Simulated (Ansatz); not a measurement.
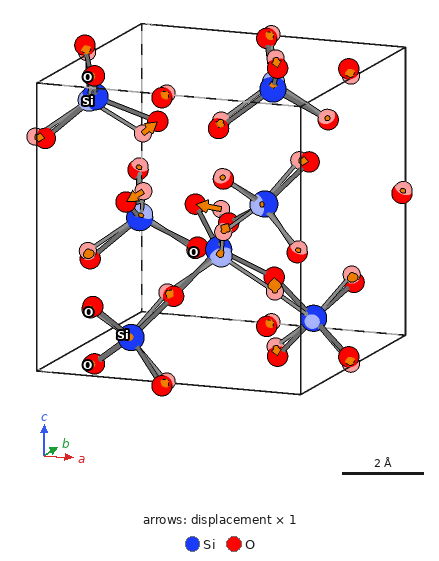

A relaxation of a defect cell of composition Si7O16. The starting structure is drawn faded, the final one solid; orange arrows show the displacements, at their true length.

The picture is a ball-and-stick view of the cell of the calculation (origin shifted), seen slightly off an axis.

The calculation used DFT PBEsol, scalar-relativistic, plane waves, PAW (Ansatz 0.2.0).

Input
```yaml
crystal:
  lattice:
    - [-4.9817508079, -4.9817508079, 0.0]
    - [-4.9817508079, 4.9817508079, 0.0]
    - [0.0, 0.0, -7.3354258847]
  atoms:
    - { symbol: Si, position: [0.5, 0.5, 0.0] }
    - { symbol: Si, position: [1.0, 0.5, 0.5] }
    - { symbol: Si, position: [1.0, 1.0, 0.0] }
    - { symbol: Si, position: [0.25, 0.25, 0.25] }
    - { symbol: Si, position: [0.25, 0.75, 0.75] }
    - { symbol: Si, position: [0.75, 0.75, 0.25] }
    - { symbol: Si, position: [0.75, 0.25, 0.75] }
    - { symbol: O, position: [0.3252044685, 0.077564121, 0.3725828516], spin: 0.5 }
    - { symbol: O, position: [0.3267857661, 0.5767857661, 0.875] }
    - { symbol: O, position: [0.8267857661, 0.5767857661, 0.375] }
    - { symbol: O, position: [0.8267857661, 0.0767857661, 0.875] }
    - { symbol: O, position: [0.0767857661, 0.1732142339, 0.125] }
    - { symbol: O, position: [0.0767857661, 0.6732142339, 0.625] }
    - { symbol: O, position: [0.5767857661, 0.6732142339, 0.125] }
    - { symbol: O, position: [0.5823493087, 0.1728928112, 0.6190785413], spin: 0.5 }
    - { symbol: O, position: [0.4232142339, 0.3267857661, 0.125] }
    - { symbol: O, position: [0.423934307, 0.8246739248, 0.6335670125], spin: 0.5 }
    - { symbol: O, position: [0.9232142339, 0.8267857661, 0.125] }
    - { symbol: O, position: [0.9232142339, 0.3267857661, 0.625] }
    - { symbol: O, position: [0.1732142339, 0.4232142339, 0.375] }
    - { symbol: O, position: [0.1732142339, 0.9232142339, 0.875] }
    - { symbol: O, position: [0.6808831298, 0.9241950615, 0.3710682826], spin: 0.5 }
    - { symbol: O, position: [0.6732142339, 0.4232142339, 0.875] }
  host:
    lattice:
      - [-2.490875404, 2.490875404, 3.6677129423]
      - [2.490875404, -2.490875404, 3.6677129423]
      - [2.490875404, 2.490875404, -3.6677129423]
    atoms:
      - { symbol: Si, position: [0.0, 0.0, 0.0] }
      - { symbol: Si, position: [0.75, 0.25, 0.5] }
      - { symbol: O, position: [0.375, 0.2214284677, 0.3464284677] }
      - { symbol: O, position: [0.9714284677, 0.625, 0.8464284677] }
      - { symbol: O, position: [0.7785715323, 0.125, 0.1535715323] }
      - { symbol: O, position: [0.875, 0.0285715323, 0.6535715323] }
basis:
  ecutwfc: 420
  xc_grid: 2
kpoints:
  mp_grid: { grid: [2, 2, 2], shift: [0.5, 0.5, 0.5] }
hamiltonian:
  xc: pbesol
scf:
  occupations: { method: gaussian, width: 0.02 }
  lower_state_search: "off"
output:
  forces: true
  stress: false
  eigenvalues: true
  populations: true
  charged_corrections:
    defect_position: [0.5, 0.0, 0.5]
    epsilon: [[3.8701, 0.0, 0.0], [0.0, 3.8701, 0.0], [0.0, 0.0, 4.095]]
  write_density: true
  write_potential: true
  elf: true
  volumetric_format: npy
magnetization:
  spin_polarized: true
relax:
  adjacent_minimum: "off"
  f_tol: 0.03
  max_steps: 40
```

Launched with:
```bash
ansatz run input.yaml --threads 8 --pin off --max-ram 16384MiB --backend cpu --events-out ev --progress --plain --runs-dir out
```

### Atoms of which element are displaced furthest, and by how much?

Oxygen: up to 0.67 Å, against 0.21 Å for silicon.

### What happened in the run?

The atom that moves furthest is O22 (0.67 Å roughly along −a). Largest moves by element: O 0.67 Å, Si 0.21 Å. The lattice vectors keep their values. Near-neighbour distances that change, for instance: Si6–O22 1.591 → 1.689 Å, Si5–O17 1.584 → 1.679 Å, Si7–O15 1.616 → 1.673 Å, Si4–O8 1.602 → 1.642 Å. Among the angles between lasting bonds that change: Si1–O14–Si6 145.5° → 160.3°, Si3–O18–Si6 145.5° → 158.7°, Si3–O12–Si4 145.5° → 132.3°. The energy falls by 0.656 eV per cell of the calculation in 15 geometry steps. The largest force component goes from 1.8 to 0.013 eV/Å.

Limits of the set-up: the periodic images lie only 7.0 Å apart, so the values are limited by the cell's size.
